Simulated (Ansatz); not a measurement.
# Field-gradient calculation, with input and output: ZnS (part 1 of 2)

The run: field-gradient calculation of ZnS (P3m1, 28 atoms in the cell). Method and program: DFT, PBE, plane-wave PAW, default files, scalar-relativistic, no spin polarisation (Ansatz 0.2.0).

The structure derives from a Materials Project entry.

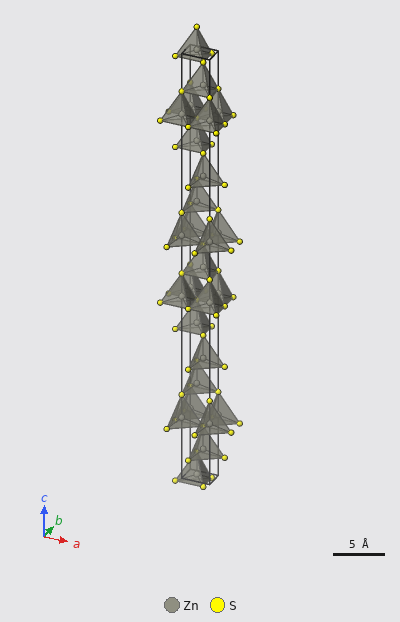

Fig. 1: The structure (polyhedral view of the cell of the calculation, seen slightly off an axis; polyhedra are completed across the faces of the cell).

The input:
```yaml
crystal:
  lattice:
    - [3.8077342448, 0.0, 0.0]
    - [-1.9038671224, 3.2975945868, 0.0]
    - [0.0, 0.0, 43.59854157]
  atoms:
    - { symbol: Zn, position: [0.0, 0.0, 0.14305987] }
    - { symbol: Zn, position: [0.3333333333, 0.6666666667, 0.64287399] }
    - { symbol: Zn, position: [0.3333333333, 0.6666666667, 0.21432741] }
    - { symbol: Zn, position: [0.6666666667, 0.3333333333, 0.0715385] }
    - { symbol: Zn, position: [0.0, 0.0, 0.85709671] }
    - { symbol: Zn, position: [0.0, 0.0, 0.57160866] }
    - { symbol: Zn, position: [0.3333333333, 0.6666666667, 0.78575242] }
    - { symbol: Zn, position: [0.3333333333, 0.6666666667, 0.35716699] }
    - { symbol: Zn, position: [0.3333333333, 0.6666666667, 2.295e-05] }
    - { symbol: Zn, position: [0.0, 0.0, 0.42846799] }
    - { symbol: Zn, position: [0.6666666667, 0.3333333333, 0.92849752] }
    - { symbol: Zn, position: [0.6666666667, 0.3333333333, 0.28569301] }
    - { symbol: Zn, position: [0.6666666667, 0.3333333333, 0.49992624] }
    - { symbol: Zn, position: [0.6666666667, 0.3333333333, 0.7142539] }
    - { symbol: S, position: [0.0, 0.0, 0.19654329] }
    - { symbol: S, position: [0.6666666667, 0.3333333333, 0.33928971] }
    - { symbol: S, position: [0.0, 0.0, 0.91061707] }
    - { symbol: S, position: [0.3333333333, 0.6666666667, 0.83924787] }
    - { symbol: S, position: [0.3333333333, 0.6666666667, 0.41064208] }
    - { symbol: S, position: [0.6666666667, 0.3333333333, 0.55359839] }
    - { symbol: S, position: [0.3333333333, 0.6666666667, 0.26778828] }
    - { symbol: S, position: [0.6666666667, 0.3333333333, 0.76785448] }
    - { symbol: S, position: [0.6666666667, 0.3333333333, 0.98202088] }
    - { symbol: S, position: [0.3333333333, 0.6666666667, 0.69633817] }
    - { symbol: S, position: [0.3333333333, 0.6666666667, 0.05364288] }
    - { symbol: S, position: [0.0, 0.0, 0.48195301] }
    - { symbol: S, position: [0.0, 0.0, 0.62507876] }
    - { symbol: S, position: [0.6666666667, 0.3333333333, 0.12509898] }
kpoints:
  mp_grid: { grid: [8, 8, 1] }
scf:
  occupations: { method: fermi_dirac, width: 0.02 }
hamiltonian:
  xc: pbe
  pseudopotentials: { kind: paw }
output:
  forces: true
  stress: true
  populations: true
  efg:
    quadrupole_moments_barn: { Zn: 0.122, S: -0.0694 }
    contact_densities: true
```

Run on 1 thread of Arm Neoverse V1, 24 GiB of memory available, shared host.

Run as:
```bash
ansatz run input.yaml --threads 1 --pin off --max-ram 2560MiB --backend cpu --events-out ev --progress --plain --runs-dir out
```

What the program printed:
```
Engine: ansatz 0.2.0, aarch64-unknown-linux-gnu
Pseudopotentials: kind: paw
Pseudopotential: Zn, paw, valence charge 12, recommended cutoff 420 eV (normal), Zn.paw.azcp
Pseudopotential: S, paw, valence charge 6, recommended cutoff 420 eV (normal), S.paw.azcp
Functional definition: PBE
  parameter kappa = 0.804
  parameter beta = 0.06672455060314922
  exchange = pbe_x(kappa = kappa, mu = beta*pi^2/3)
  correlation = pbe_c(beta = beta)
Crystal: 28 atoms, lattice volume = 547.439 Å³
Basis set: ecut = 420 eV, 10717 PW (Γ), exchange–correlation on 54×54×600 points (8 copies of the dense FFT grid, shifted against one another)
Bands: 154, of which v1, the nominal top of the filled ones, is band 126 counted from 1 (125 counted from 0)
Symmetry: 6 space group operations
Space group: P3m1 (ITA 156), of the structure as read, at distance tolerance 8.2e-5 Å
k-points: 10 of 64 (time reversal used)
Non-local potential: Zn, projectors of the file, l = 0: 2, l = 1: 2, l = 2: 3, l = 3: 1
Non-local potential: S, projectors of the file, l = 0: 2, l = 1: 2, l = 2: 2
PAW form: soft (Blöchl's): semilocal exchange-correlation on the pseudo side does not see the compensation charge
PAW one-centre angular grid: Zn, 590 points (default); XC on 64 Gauss nodes
PAW one-centre angular grid: S, 110 points (default); XC on 64 Gauss nodes
Initial density: superposition of atomic densities (neutral atoms: chi_scale 0, normalization atom), corrected by the library's trained network
Initial wavefunctions: pseudopotential atomic-orbital guess
Functional: x = pbe(κ = 0.804, μ = 0.2195149727645171), c = pbe(β = 0.06672455060314922)
SCF iter   1: F=—  HF=-59118.134797 eV  |F-HF|=—  |Δ(HF+E_count)|=         —  Δρ=6.62e-4  dr2=5.08e-3  ethr=1.77e-3  ⟨swp⟩=6.4  Hψ=6142  notcnv=0  defer=60
preconditioner: auto → Resta (q_TF=auto, 2.397 Å⁻¹)  ε∞=6.6  [insulator: Δε(μ)=2.160 eV  Ē_g=10.675 eV  σ=0.020 eV  W_gap=1.00  n_scr=158 (ndim 8)  ℏωp=25.2 eV  f_vac=0.029  D(μ)=0.00/eV (n_scr^D=0)  ε∞_Penn≈6.6]
SCF iter   2: F=—  HF=-59118.137561 eV  |F-HF|=—  |Δ(HF+E_count)|=   2.76e-3  Δρ=4.79e-4  dr2=1.59e-3  ethr=2.01e-6  ⟨swp⟩=2.4  Hψ=3252  notcnv=0  defer=139
SCF iter   3: F=—  HF=-59118.138105 eV  |F-HF|=—  |Δ(HF+E_count)|=   5.44e-4  Δρ=3.71e-4  dr2=4.39e-4  ethr=6.31e-7  ⟨swp⟩=2.0  Hψ=2526  notcnv=0  defer=139
SCF iter   4: F=—  HF=-59118.137828 eV  |F-HF|=—  |Δ(HF+E_count)|=   2.77e-4  Δρ=7.53e-5  dr2=3.87e-5  ethr=1.74e-7  ⟨swp⟩=2.0  Hψ=2440  notcnv=0  defer=139
SCF iter   5: F=—  HF=-59118.137365 eV  |F-HF|=—  |Δ(HF+E_count)|=   4.63e-4  Δρ=2.93e-5  dr2=1.17e-5  ethr=1.54e-8  ⟨swp⟩=2.0  Hψ=1813  notcnv=0  defer=139
SCF iter   6: F=—  HF=-59118.137367 eV  |F-HF|=—  |Δ(HF+E_count)|=   2.01e-6  Δρ=9.51e-6  dr2=8.04e-7  ethr=4.66e-9  ⟨swp⟩=2.8  Hψ=2524  notcnv=0  defer=139
SCF iter   7: F=—  HF=-59118.137368 eV  |F-HF|=—  |Δ(HF+E_count)|=   6.08e-7  Δρ=9.35e-6  dr2=2.75e-7  ethr=3.19e-10  ⟨swp⟩=2.0  Hψ=2524  notcnv=0  defer=139
SCF iter   8: F=-59118.137367 eV  HF=-59118.137367 eV  |F-HF|=3.12e-8  |Δ(HF+E_count)|=   1.49e-7  Δρ=1.80e-6  dr2=1.80e-8  ethr=3.97e-11  ⟨swp⟩=13.2  Hψ=8457  notcnv=0
SCF 1 converged in 8 iterations: F = -59118.137367 eV  dr2 = 1.80e-8
  greatest PAW one-centre occupation: 0.983 electrons in one spin orbital (limit 2), on the Zn atom at site 3 (counted from 0), in its partial waves of l = 2
SCF converged after 8 iterations
Free energy (F): -59118.137367 eV
Harris-Foulkes:  -59118.137367 eV  (|F-HF|=3.12e-8)
Internal energy: -59118.137367 eV  (E = F + TS)
E sigma→0 (E₀):  -59118.137367 eV
Fermi energy:    7.002731 eV
--- Per-component energies (eV) ---
  E_band       = 93.221563
  E_kinetic    = 3340.583806
  E_local      = -28503.358417  (includes V_loc(G=0)·N_el)
  E_nonlocal   = 8997.211813
  E_hartree    = 11922.592718
  E_xc         = -3283.896152
  E_vxc        = -1956.805257  (∫ρ·V_xc dr)
  E_paw        = -33997.711671  (= ΣΔE_a)
  E_vpaw       = -5629.596302  (= ΣTr[D̂ρ^β])
  E_aug_tail   = -0.005166  (compensation charges beyond the density's cutoff)
  E_ewald      = -17593.554298
  E_smearing   = -0.000000  (= −TS)
  E_closure    = -0.000000  (closes the sum)
  Σ components = -59118.137367   (vs F -59118.137367, Δ=0.00e0)
--- Forces (eV/Å), atoms counted from 1 ---
  atom   1  Zn     0.00000000    -0.00000000    -0.02489436
  atom   2  Zn     0.00000000    -0.00000000    -0.00199098
  atom   3  Zn     0.00000000    -0.00000000    -0.00067878
  atom   4  Zn     0.00000000    -0.00000000     0.01556442
  atom   5  Zn    -0.00000000     0.00000000     0.00404435
  atom   6  Zn     0.00000000    -0.00000000    -0.02721974
  atom   7  Zn    -0.00000000     0.00000000    -0.00084830
  atom   8  Zn    -0.00000000     0.00000000    -0.00261102
  atom   9  Zn    -0.00000000     0.00000000    -0.00180476
  atom  10  Zn    -0.00000000     0.00000000    -0.00024474
  atom  11  Zn    -0.00000000     0.00000000     0.00073939
  atom  12  Zn     0.00000000    -0.00000000     0.00927146
  atom  13  Zn    -0.00000000     0.00000000     0.01719862
  atom  14  Zn     0.00000000    -0.00000000     0.00855834
  atom  15  S     -0.00000000     0.00000000    -0.01262924
  atom  16  S      0.00000000    -0.00000000     0.00205026
  atom  17  S      0.00000000    -0.00000000     0.00356755
  atom  18  S      0.00000000    -0.00000000    -0.00268776
  atom  19  S      0.00000000    -0.00000000    -0.00107749
  atom  20  S     -0.00000000     0.00000000     0.00315780
  atom  21  S     -0.00000000     0.00000000     0.00306349
  atom  22  S      0.00000000    -0.00000000     0.00554232
  atom  23  S      0.00000000    -0.00000000     0.00165210
  atom  24  S     -0.00000000     0.00000000     0.00404435
  atom  25  S     -0.00000000     0.00000000    -0.00031769
  atom  26  S      0.00000000    -0.00000000     0.01255981
  atom  27  S     -0.00000000     0.00000000    -0.01236910
  atom  28  S     -0.00000000     0.00000000    -0.00162626
  max |Σ_I F_I| component: 1.40e-5 eV/Å
--- Stress (GPa, compression-positive) ---
        2.316512       0.000000      -0.000000
        0.000000       2.316512       0.000000
       -0.000000       0.000000       2.299276
  P = ⅓ Tr σ = 2.3108 GPa (23.108 kbar)
--- PAW observables at the nuclei: V_zz in 10²¹ V/m², potentials from the cell's mean, atoms counted from 1 ---
  atom   1  Zn V_zz =    -0.026128   η = 0.0000   by run symmetry: allowed   C_q = -0.0771 MHz
            electrostatic potential = -3941.696822 V   contact ρ = 166604.071678 e/Å³
  atom   2  Zn V_zz =    +0.024855   η = 0.0000   by run symmetry: allowed   C_q = +0.0733 MHz
            electrostatic potential = -3941.683502 V   contact ρ = 166604.105288 e/Å³
  atom   3  Zn V_zz =    +0.024522   η = 0.0000   by run symmetry: allowed   C_q = +0.0723 MHz
            electrostatic potential = -3941.680971 V   contact ρ = 166604.111066 e/Å³
  atom   4  Zn V_zz =    +0.102086   η = 0.0000   by run symmetry: allowed   C_q = +0.3011 MHz
            electrostatic potential = -3941.704417 V   contact ρ = 166603.888068 e/Å³
  atom   5  Zn V_zz =    +0.031629   η = 0.0000   by run symmetry: allowed   C_q = +0.0933 MHz
            electrostatic potential = -3941.690924 V   contact ρ = 166604.088083 e/Å³
  atom   6  Zn V_zz =    +0.005664   η = 0.0000   by run symmetry: allowed   C_q = +0.0167 MHz
            electrostatic potential = -3941.709682 V   contact ρ = 166603.894082 e/Å³
  atom   7  Zn V_zz =    +0.054431   η = 0.0000   by run symmetry: allowed   C_q = +0.1606 MHz
            electrostatic potential = -3941.703216 V   contact ρ = 166603.915921 e/Å³
  atom   8  Zn V_zz =    +0.045080   η = 0.0000   by run symmetry: allowed   C_q = +0.1330 MHz
            electrostatic potential = -3941.701892 V   contact ρ = 166603.928138 e/Å³
  atom   9  Zn V_zz =    -0.066441   η = 0.0000   by run symmetry: allowed   C_q = -0.1960 MHz
            electrostatic potential = -3941.691602 V   contact ρ = 166603.961540 e/Å³
  atom  10  Zn V_zz =    +0.033263   η = 0.0000   by run symmetry: allowed   C_q = +0.0981 MHz
            electrostatic potential = -3941.688587 V   contact ρ = 166604.087017 e/Å³
  atom  11  Zn V_zz =    +0.044025   η = 0.0000   by run symmetry: allowed   C_q = +0.1299 MHz
            electrostatic potential = -3941.690097 V   contact ρ = 166604.056610 e/Å³
  atom  12  Zn V_zz =    -0.058290   η = 0.0000   by run symmetry: allowed   C_q = -0.1720 MHz
            electrostatic potential = -3941.684342 V   contact ρ = 166603.999774 e/Å³
  atom  13  Zn V_zz =    -0.019124   η = 0.0000   by run symmetry: allowed   C_q = -0.0564 MHz
            electrostatic potential = -3941.692461 V   contact ρ = 166603.947178 e/Å³
  atom  14  Zn V_zz =    -0.057099   η = 0.0000   by run symmetry: allowed   C_q = -0.1684 MHz
            electrostatic potential = -3941.685838 V   contact ρ = 166603.993875 e/Å³
  atom  15  S  V_zz =    -0.003631   η = 0.0000   by run symmetry: allowed   C_q = +0.0061 MHz
            electrostatic potential = -1633.139175 V   contact ρ = 19764.954301 e/Å³
  atom  16  S  V_zz =    +0.190426   η = 0.0000   by run symmetry: allowed   C_q = -0.3196 MHz
            electrostatic potential = -1633.165950 V   contact ρ = 19764.967491 e/Å³
  atom  17  S  V_zz =    +0.041853   η = 0.0000   by run symmetry: allowed   C_q = -0.0702 MHz
            electrostatic potential = -1633.148297 V   contact ρ = 19764.975524 e/Å³
  atom  18  S  V_zz =    +0.035362   η = 0.0000   by run symmetry: allowed   C_q = -0.0593 MHz
            electrostatic potential = -1633.147450 V   contact ρ = 19764.964097 e/Å³
  atom  19  S  V_zz =    +0.017546   η = 0.0000   by run symmetry: allowed   C_q = -0.0294 MHz
            electrostatic potential = -1633.146139 V   contact ρ = 19764.956760 e/Å³
  atom  20  S  V_zz =    +0.271060   η = 0.0000   by run symmetry: allowed   C_q = -0.4549 MHz
            electrostatic potential = -1633.174226 V   contact ρ = 19764.998483 e/Å³
  atom  21  S  V_zz =    +0.069024   η = 0.0000   by run symmetry: allowed   C_q = -0.1158 MHz
            electrostatic potential = -1633.142527 V   contact ρ = 19764.941978 e/Å³
  atom  22  S  V_zz =    +0.203138   η = 0.0000   by run symmetry: allowed   C_q = -0.3409 MHz
            electrostatic potential = -1633.166894 V   contact ρ = 19764.972110 e/Å³
  atom  23  S  V_zz =    +0.139600   η = 0.0000   by run symmetry: allowed   C_q = -0.2343 MHz
            electrostatic potential = -1633.148938 V   contact ρ = 19764.966523 e/Å³
  atom  24  S  V_zz =    +0.077452   η = 0.0000   by run symmetry: allowed   C_q = -0.1300 MHz
            electrostatic potential = -1633.143922 V   contact ρ = 19764.943842 e/Å³
  atom  25  S  V_zz =    +0.218885   η = 0.0000   by run symmetry: allowed   C_q = -0.3673 MHz
            electrostatic potential = -1633.165208 V   contact ρ = 19764.977197 e/Å³
  atom  26  S  V_zz =    +0.114497   η = 0.0000   by run symmetry: allowed   C_q = -0.1921 MHz
            electrostatic potential = -1633.148749 V   contact ρ = 19764.957622 e/Å³
  atom  27  S  V_zz =    +0.017827   η = 0.0000   by run symmetry: allowed   C_q = -0.0299 MHz
            electrostatic potential = -1633.140292 V   contact ρ = 19764.951350 e/Å³
  atom  28  S  V_zz =    +0.096323   η = 0.0000   by run symmetry: allowed   C_q = -0.1616 MHz
            electrostatic potential = -1633.155101 V   contact ρ = 19764.988681 e/Å³
--- Band table (eV; the first three rows and the last of 10) ---
```
